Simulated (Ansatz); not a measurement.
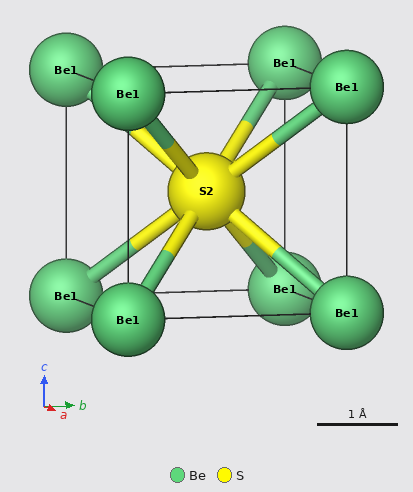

Fig. 1: The structure as given in the input (ball-and-stick view of the cell of the calculation, seen slightly off an axis; atoms are numbered from 1 in the order of the input).

**Two runs on BeS**

System: BeS (Pm-3m, 2 atoms in the cell).
Method of the first run: DFT PBEsol, scalar-relativistic, plane waves, PAW, no spin polarisation (Ansatz 0.2.0).

Text and figures count atoms from 1; the logs count them from 0 in places.

**The input, the first run**
```yaml
crystal:
  lattice:
    - [2.8618459519, 0.0, 0.0]
    - [0.0, 2.8618459519, 0.0]
    - [0.0, 0.0, 2.8618459519]
  atoms:
    - { symbol: Be, position: [0.0, 0.0, 0.0] }
    - { symbol: S, position: [0.5, 0.5, 0.5] }
basis:
  ecutwfc: 420
kpoints:
  mp_grid: { grid: [6, 6, 6] }
hamiltonian:
  xc: pbesol
scf:
  occupations: { method: gaussian, width: 0.05 }
output:
  forces: true
  stress: true
  eigenvalues: true
```

Command:
```bash
ansatz run input.yaml --threads 1 --pin off --max-ram 1228MiB --backend cpu --events-out ev --progress --plain --runs-dir out
```

Hardware: 1 thread of an x86-64 CPU, shared host.

**Output, shortened to warnings, some set-up lines, iterations and results (the first run)**
```
Basis set: ecut = 420 eV, 461 PW (Γ), exchange–correlation on 40×40×40 points (8 copies of the dense FFT grid, shifted against one another)
Symmetry: 48 space group operations
k-points: 20 of 216
Initial density: superposition of atomic densities (neutral atoms: chi_scale 0, normalization atom), corrected by the library's trained network
[...]
SCF iter   1: F=—  HF=-974.632446 eV  |F-HF|=—  |Δ(HF+E_count)|=         —  Δρ=1.02e-2  dr2=4.12e-2  ethr=1.77e-3  ⟨swp⟩=6.0  Hψ=1254  notcnv=0
SCF iter   2: F=—  HF=-974.622115 eV  |F-HF|=—  |Δ(HF+E_count)|=   1.03e-2  Δρ=5.58e-3  dr2=1.06e-2  ethr=5.15e-4  ⟨swp⟩=2.0  Hψ=393  notcnv=0  defer=3
SCF iter   3: F=—  HF=-974.619750 eV  |F-HF|=—  |Δ(HF+E_count)|=   2.37e-3  Δρ=1.49e-3  dr2=7.27e-4  ethr=1.33e-4  ⟨swp⟩=2.4  Hψ=253  notcnv=0  defer=3
SCF iter   4: F=—  HF=-974.619811 eV  |F-HF|=—  |Δ(HF+E_count)|=   6.15e-5  Δρ=1.56e-3  dr2=9.10e-4  ethr=9.09e-6  ⟨swp⟩=2.4  Hψ=225  notcnv=0  defer=3
SCF iter   5: F=—  HF=-974.619635 eV  |F-HF|=—  |Δ(HF+E_count)|=   1.76e-4  Δρ=1.61e-4  dr2=9.26e-6  ethr=9.09e-6  ⟨swp⟩=1.4  Hψ=171  notcnv=0  defer=3
SCF iter   6: F=—  HF=-974.619672 eV  |F-HF|=—  |Δ(HF+E_count)|=   3.73e-5  Δρ=7.27e-5  dr2=1.99e-6  ethr=1.16e-7  ⟨swp⟩=1.1  Hψ=163  notcnv=0  defer=3
SCF iter   7: F=-974.619672 eV  HF=-974.619672 eV  |F-HF|=1.45e-10  |Δ(HF+E_count)|=   3.45e-7  Δρ=1.19e-6  dr2=2.37e-10  ethr=1.25e-9  ⟨swp⟩=3.4  Hψ=596  notcnv=0
SCF 1 converged in 7 iterations: F = -974.619672 eV  dr2 = 2.37e-10
SCF converged after 7 iterations
Free energy (F): -974.619672 eV
Harris-Foulkes:  -974.619672 eV  (|F-HF|=1.45e-10)
Internal energy: -974.615443 eV  (E = F + TS)
E sigma→0 (E₀):  -974.617557 eV
Entropy (-TS):   -0.004229 eV (-2.115 meV/atom)
Fermi energy:    9.610530 eV
--- Per-component energies (eV) ---
  E_band       = 24.822726
  E_kinetic    = 126.512952
  E_local      = -66.718881  (includes V_loc(G=0)·N_el)
  E_nonlocal   = 33.283486
  E_hartree    = 23.200988
  E_xc         = -115.913320
  E_vxc        = -108.525384  (∫ρ·V_xc dr)
  E_paw        = -641.109409  (= ΣΔE_a)
  E_vpaw       = -6.131529  (= ΣTr[D̂ρ^β])
  E_aug_tail   = 0.000001  (compensation charges beyond the density's cutoff)
  E_ewald      = -333.942741
  E_core_change = 0.071481  (= ΣΔE_core)
  E_smearing   = -0.004229  (= −TS)
  E_closure    = -0.000000  (closes the sum)
  Σ components = -974.619672   (vs F -974.619672, Δ=0.00e0)
--- Forces (eV/Å), atoms counted from 1 ---
  atom   1  Be    -0.00000000     0.00000000     0.00000000
  atom   2  S      0.00000000    -0.00000000    -0.00000000
  max |Σ_I F_I| component: 8.55e-31 eV/Å
--- Stress (GPa, compression-positive) ---
        2.623920       0.000000       0.000000
        0.000000       2.623920       0.000000
        0.000000       0.000000       2.623920
  P = ⅓ Tr σ = 2.6239 GPa (26.239 kbar)
```

For the second run the input was changed thus:
```diff
-    - [2.8618459519, 0.0, 0.0]
-    - [0.0, 2.8618459519, 0.0]
-    - [0.0, 0.0, 2.8618459519]
+    - [2.7764774445, 0.0, 0.0]
+    - [0.0, 2.7764774445, 0.0]
+    - [0.0, 0.0, 2.7764774445]
```

How does the second run compare with the first run?

With the same functional and potentials, the second run lies 45.9 meV per atom higher. The pressure goes from 2.62 to 11.41 GPa. The volume per atom goes from 11.72 to 10.70 Å³. The cell is scaled evenly with the atoms at fixed fractional positions, so −ΔP/Δ ln V estimates the bulk modulus midway between the two volumes: about 97 GPa. The SCF takes 8 iterations against 7. The plane waves at Γ go from 461 to 437.

**Output, shortened to warnings, some set-up lines, iterations and results (the second run)**
```
Basis set: ecut = 420 eV, 437 PW (Γ), exchange–correlation on 40×40×40 points (8 copies of the dense FFT grid, shifted against one another)
Symmetry: 48 space group operations
k-points: 20 of 216
Initial density: superposition of atomic densities (neutral atoms: chi_scale 0, normalization atom), corrected by the library's trained network
[...]
SCF iter   1: F=—  HF=-974.562596 eV  |F-HF|=—  |Δ(HF+E_count)|=         —  Δρ=1.70e-2  dr2=9.89e-2  ethr=1.77e-3  ⟨swp⟩=5.2  Hψ=1238  notcnv=0
SCF iter   2: F=—  HF=-974.529963 eV  |F-HF|=—  |Δ(HF+E_count)|=   3.26e-2  Δρ=6.06e-3  dr2=1.02e-2  ethr=1.24e-3  ⟨swp⟩=2.0  Hψ=389  notcnv=0  defer=3
SCF iter   3: F=—  HF=-974.528231 eV  |F-HF|=—  |Δ(HF+E_count)|=   1.73e-3  Δρ=2.67e-3  dr2=2.27e-3  ethr=1.28e-4  ⟨swp⟩=2.5  Hψ=290  notcnv=0  defer=3
SCF iter   4: F=—  HF=-974.528142 eV  |F-HF|=—  |Δ(HF+E_count)|=   8.94e-5  Δρ=2.29e-3  dr2=1.65e-3  ethr=2.84e-5  ⟨swp⟩=2.4  Hψ=225  notcnv=0  defer=3
SCF iter   5: F=—  HF=-974.527980 eV  |F-HF|=—  |Δ(HF+E_count)|=   1.62e-4  Δρ=1.62e-3  dr2=8.36e-4  ethr=2.06e-5  ⟨swp⟩=1.0  Hψ=157  notcnv=0  defer=3
SCF iter   6: F=—  HF=-974.527831 eV  |F-HF|=—  |Δ(HF+E_count)|=   1.49e-4  Δρ=5.39e-4  dr2=9.35e-5  ethr=1.04e-5  ⟨swp⟩=1.0  Hψ=157  notcnv=0  defer=3
SCF iter   7: F=—  HF=-974.527800 eV  |F-HF|=—  |Δ(HF+E_count)|=   3.08e-5  Δρ=9.42e-5  dr2=2.83e-6  ethr=1.17e-6  ⟨swp⟩=1.2  Hψ=166  notcnv=0  defer=3
SCF iter   8: F=-974.527799 eV  HF=-974.527800 eV  |F-HF|=5.55e-8  |Δ(HF+E_count)|=   4.14e-7  Δρ=1.51e-5  dr2=7.22e-8  ethr=1.25e-9  ⟨swp⟩=3.6  Hψ=605  notcnv=0
SCF 1 converged in 8 iterations: F = -974.527799 eV  dr2 = 7.22e-8
SCF converged after 8 iterations
Free energy (F): -974.527799 eV
Harris-Foulkes:  -974.527800 eV  (|F-HF|=5.55e-8)
Internal energy: -974.523540 eV  (E = F + TS)
E sigma→0 (E₀):  -974.525670 eV
Entropy (-TS):   -0.004259 eV (-2.129 meV/atom)
Fermi energy:    10.890712 eV
--- Per-component energies (eV) ---
  E_band       = 31.923865
  E_kinetic    = 129.400745
  E_local      = -55.327131  (includes V_loc(G=0)·N_el)
  E_nonlocal   = 33.529896
  E_hartree    = 20.297541
  E_xc         = -117.067154
  E_vxc        = -110.024572  (∫ρ·V_xc dr)
  E_paw        = -641.218422  (= ΣΔE_a)
  E_vpaw       = -6.247990  (= ΣTr[D̂ρ^β])
  E_aug_tail   = 0.000001  (compensation charges beyond the density's cutoff)
  E_ewald      = -344.210497
  E_core_change = 0.071481  (= ΣΔE_core)
  E_smearing   = -0.004259  (= −TS)
  E_closure    = 0.000000  (closes the sum)
  Σ components = -974.527799   (vs F -974.527799, Δ=0.00e0)
--- Forces (eV/Å), atoms counted from 1 ---
  atom   1  Be    -0.00000000    -0.00000000    -0.00000000
  atom   2  S      0.00000000     0.00000000     0.00000000
  max |Σ_I F_I| component: 7.23e-31 eV/Å
--- Stress (GPa, compression-positive) ---
       11.412766       0.000000       0.000000
        0.000000      11.412766       0.000000
        0.000000       0.000000      11.412766
  P = ⅓ Tr σ = 11.4128 GPa (114.128 kbar)
```

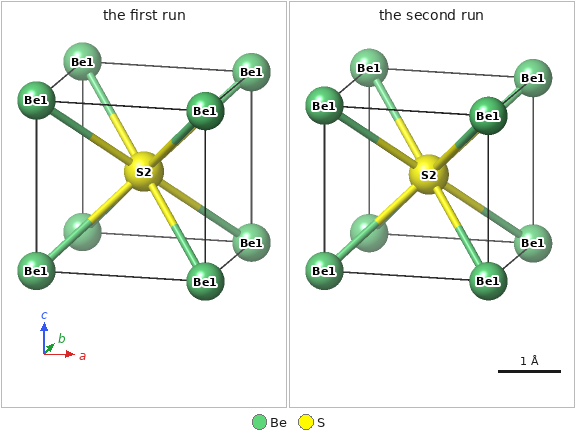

Fig. 2: The two input geometries at one scale (ball-and-stick view of the cell of the calculation, seen slightly off an axis). The atoms keep their places relative to the cell (all moves are under 0.005 Å). The volume changes by −8.7 %, with a = b = c 2.862 → 2.776 Å (−3.0 %). Among the contacts that change: Be1–S2 2.478 → 2.404 Å.

**The two runs side by side**

| quantity | the first run | the second run |
| --- | --- | --- |
| outcome | converged | converged |
| free energy per atom (eV) | −487.3098 | −487.2639 |
| energy per atom, smearing taken to zero (eV) | −487.3088 | −487.2628 |
| gap on the mesh (eV) | 0.00 | 0.00 |
| pressure (GPa) | 2.62 | 11.41 |
| volume per atom (Å³) | 11.72 | 10.70 |
| largest force (eV/Å) | 0.000 | 0.000 |
| SCF iterations | 7 | 8 |
| irreducible k-points | 20 | 20 |
| plane waves at Γ | 461 | 437 |

For the second run: The cell is under a pressure of 11.4 GPa at this level, so it is not at its equilibrium volume.
